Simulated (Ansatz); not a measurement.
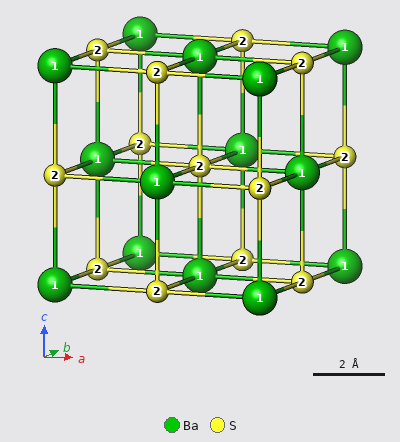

Figure 1. The structure (ball-and-stick view of the cell 4 times as large as that of the calculation, set on its symmetry axes, seen slightly off an axis; atoms are numbered from 1 in the order of the input). Near neighbours in the crystal (not all of them lie inside the picture): Ba has 6 S at 3.17 Å; S has 6 Ba at 3.17 Å.

**BaS: single-point calculation**

BaS (Fm-3m, 2 atoms in the cell), computed with DFT PBEsol, scalar-relativistic, plane waves, PAW, no spin polarisation (Ansatz 0.2.0).

The structure derives from a Materials Project entry. It belongs to a series of runs on one base structure; here: band edges sought over the zone. Figures and captions count atoms from 1; the log counts them from 0 in places.

### Log
```
Engine: ansatz 0.2.0, x86_64-unknown-linux-gnu
Pseudopotentials: kind: paw
Pseudopotential: Ba, paw, valence charge 10, recommended cutoff 420 eV (normal), Ba.paw.azcp
Pseudopotential: S, paw, valence charge 6, recommended cutoff 420 eV (normal), S.paw.azcp
Functional definition: PBEsol
  exchange = pbesol_x
  correlation = pbesol_c
Crystal: 2 atoms, lattice volume = 63.465 Å³
Basis set: ecut = 420 eV, 1243 PW (Γ), exchange–correlation on 60×60×60 points (8 copies of the dense FFT grid, shifted against one another)
Bands: 12, of which v1, the nominal top of the filled ones, is band 8 counted from 1 (7 counted from 0)
Symmetry: 48 space group operations
Space group: Fm-3m (ITA 225), of the structure as read, at distance tolerance 4.0e-5 Å
k-points: 29 of 512
Non-local potential: Ba, projectors of the file, l = 0: 3, l = 1: 2, l = 2: 2, l = 3: 2
Non-local potential: S, projectors of the file, l = 0: 2, l = 1: 2, l = 2: 2
PAW form: soft (Blöchl's): semilocal exchange-correlation on the pseudo side does not see the compensation charge
PAW frozen core: Ba, regenerated for the run's functional, and the local potential with it (the file was generated under x = pbe(κ = 0.804, μ = 0.2195149727645171), c = pbe(β = 0.06672455060314922))
PAW frozen core: S, regenerated for the run's functional, and the local potential with it (the file was generated under x = pbe(κ = 0.804, μ = 0.2195149727645171), c = pbe(β = 0.06672455060314922))
PAW one-centre angular grid: Ba, 194 points (default); XC on 64 Gauss nodes
PAW one-centre angular grid: S, 110 points (default); XC on 64 Gauss nodes
Initial density: superposition of atomic densities (neutral atoms: chi_scale 0, normalization atom), corrected by the library's trained network
Initial wavefunctions: pseudopotential atomic-orbital guess
Functional: x = pbesol(κ = 0.804, μ = 0.12345679012345678), c = pbesol(β = 0.046)
SCF iter   1: F=—  HF=-6751.806700 eV  |F-HF|=—  |Δ(HF+E_count)|=         —  Δρ=4.49e-3  dr2=2.80e-2  ethr=1.77e-3  ⟨swp⟩=9.9  Hψ=2948  notcnv=0
preconditioner: auto → none  [insulator: Δε(μ)=1.907 eV  Ē_g=11.862 eV  σ=0.020 eV  W_gap=1.00  n_scr=14 (ndim 8)  ℏωp=17.4 eV  f_vac=0.000  D(μ)=0.00/eV (n_scr^D=0)  ε∞_Penn≈3.2]
SCF iter   2: F=—  HF=-6751.798870 eV  |F-HF|=—  |Δ(HF+E_count)|=   7.83e-3  Δρ=1.73e-3  dr2=2.61e-3  ethr=1.75e-4  ⟨swp⟩=3.0  Hψ=909  notcnv=0
SCF iter   3: F=—  HF=-6751.798093 eV  |F-HF|=—  |Δ(HF+E_count)|=   7.77e-4  Δρ=5.63e-4  dr2=1.74e-4  ethr=1.63e-5  ⟨swp⟩=2.5  Hψ=577  notcnv=0
SCF iter   4: F=—  HF=-6751.798106 eV  |F-HF|=—  |Δ(HF+E_count)|=   1.30e-5  Δρ=8.02e-5  dr2=3.30e-6  ethr=1.09e-6  ⟨swp⟩=2.2  Hψ=543  notcnv=0
SCF iter   5: F=—  HF=-6751.798093 eV  |F-HF|=—  |Δ(HF+E_count)|=   1.30e-5  Δρ=2.48e-5  dr2=7.63e-7  ethr=2.06e-8  ⟨swp⟩=2.1  Hψ=475  notcnv=0
SCF iter   6: F=-6751.798093 eV  HF=-6751.798093 eV  |F-HF|=2.81e-8  |Δ(HF+E_count)|=   2.20e-7  Δρ=5.55e-6  dr2=3.93e-8  ethr=6.25e-10  ⟨swp⟩=3.3  Hψ=1356  notcnv=0
SCF 1 converged in 6 iterations: F = -6751.798093 eV  dr2 = 3.93e-8
  greatest PAW one-centre occupation: 0.955 electrons in one spin orbital (limit 2), on the Ba atom at site 0 (counted from 0), in its partial waves of l = 0
```

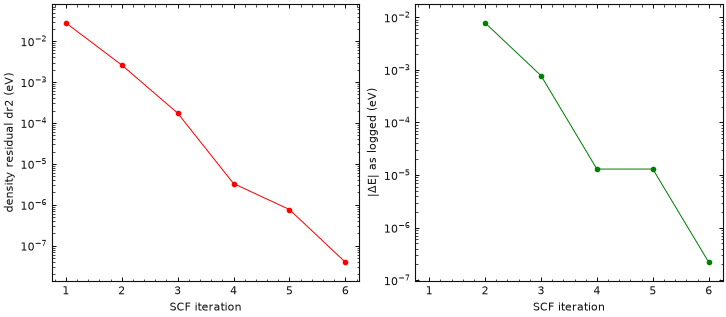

Figure 2. Convergence of the self-consistent field: density residual dr2 and size of the energy change against the SCF iteration. The residual falls at every step.

```
NSCF: frozen V_eff on 16 k-points
NSCF: frozen V_eff on 16 k-points
NSCF: frozen V_eff on 16 k-points
NSCF: frozen V_eff on 9 k-points
NSCF: frozen V_eff on 5 k-points
NSCF: frozen V_eff on 5 k-points
NSCF: frozen V_eff on 5 k-points
NSCF: frozen V_eff on 5 k-points
NSCF: frozen V_eff on 3 k-points
NSCF: frozen V_eff on 3 k-points
SCF converged after 6 iterations
Free energy (F): -6751.798093 eV
Harris-Foulkes:  -6751.798093 eV  (|F-HF|=2.81e-8)
Internal energy: -6751.798093 eV  (E = F + TS)
E sigma→0 (E₀):  -6751.798093 eV
Fermi energy:    6.945274 eV
--- Per-component energies (eV) ---
  E_band       = -48.056043
  E_kinetic    = 276.540589
  E_local      = -392.632875  (includes V_loc(G=0)·N_el)
  E_nonlocal   = 86.762476
  E_hartree    = 123.888634
  E_xc         = -264.211905
  E_vxc        = -224.555132  (∫ρ·V_xc dr)
  E_paw        = -5724.650954  (= ΣΔE_a)
  E_vpaw       = -41.951085  (= ΣTr[D̂ρ^β])
  E_aug_tail   = -0.000000  (compensation charges beyond the density's cutoff)
  E_ewald      = -857.707440
  E_core_change = 0.213382  (= ΣΔE_core)
  E_smearing   = -0.000000  (= −TS)
  E_closure    = -0.000000  (closes the sum)
  Σ components = -6751.798093   (vs F -6751.798093, Δ=0.00e0)
--- Forces (eV/Å), atoms counted from 1 ---
  atom   1  Ba    -0.00000000     0.00000000     0.00000000
  atom   2  S      0.00000000     0.00000000     0.00000000
  max |Σ_I F_I| component: 6.90e-30 eV/Å
--- Stress (GPa, compression-positive) ---
       -0.001337      -0.000000      -0.000000
        0.000000      -0.001337       0.000000
       -0.000000      -0.000000      -0.001337
  P = ⅓ Tr σ = -0.0013 GPa (-0.013 kbar)
--- Band table (eV; the first three rows and the last of 29) ---
  k-point 0: bands = ["-19.8946", "-4.9365", "-4.9365", "-4.9365", "-4.3911", "5.9265", "5.9265", "5.9265", "9.5579", "9.8133", "9.8133", "9.8133"]
  k-point 1: bands = ["-19.8870", "-5.3257", "-4.9428", "-4.9428", "-3.9898", "5.5110", "5.7193", "5.7193", "9.7768", "10.0424", "10.0424", "10.1762"]
  k-point 2: bands = ["-19.8685", "-5.8054", "-4.9579", "-4.9579", "-3.4788", "4.7611", "5.3071", "5.3071", "9.9584", "10.6881", "10.6881", "11.4032"]
  k-point 28: bands = ["-19.8263", "-5.5865", "-5.3267", "-5.3267", "-3.6461", "4.8066", "5.5055", "5.5055", "10.1463", "10.1463", "12.3778", "12.8916"]
```

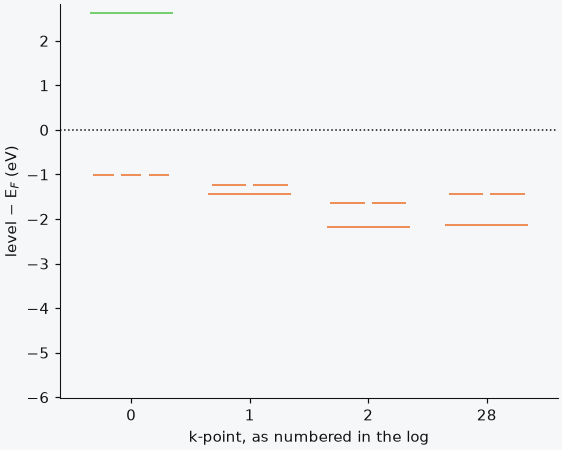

Figure 3. Kohn–Sham levels near the Fermi level (dotted) at the few k-points that the log prints; levels within 0.02 eV of each other stand side by side. Among these points the highest filled and lowest empty levels are 3.63 eV apart; the gap on the full mesh, 2.04 eV, has an edge at a point that isn't printed.

The run was set up as follows.

### Input
```yaml
crystal:
  lattice:
    - [0.0, 3.1659352558, 3.1659352558]
    - [3.1659352558, 0.0, 3.1659352558]
    - [3.1659352558, 3.1659352558, 0.0]
  atoms:
    - { symbol: Ba, position: [0.0, 0.0, 0.0] }
    - { symbol: S, position: [0.5, 0.5, 0.5] }
basis:
  ecutwfc: 420
  xc_grid: 2
kpoints:
  mp_grid: { grid: [8, 8, 8] }
  band_path: { path: [VBM, CBM], npoints: 2 }
hamiltonian:
  xc: pbesol
scf:
  occupations: { method: gaussian, width: 0.02 }
output:
  forces: true
  stress: true
  eigenvalues: true
```

Launched with:
```bash
ansatz run input.yaml --threads 8 --pin off --max-ram 14336MiB --backend cpu --events-out ev --progress --plain --runs-dir out
```

### Summary

```tsv
quantity	value
outcome	converged
space group (tolerance 0.01 Å)	Fm-3m (225)
electrons treated	16
free energy	−6751.7981 eV
Fermi energy	6.945 eV
gap on the k-point mesh	2.04 eV
gap on the band path	2.04 eV
pressure	0.00 GPa
largest force (length of the vector)	under 0.001 eV/Å
hardware	8 threads of Intel Xeon (Granite Rapids), 64 GiB of memory available, shared host
wall time	0.59 s (CPU time 2.3 s)
peak memory	0.44 GiB
```
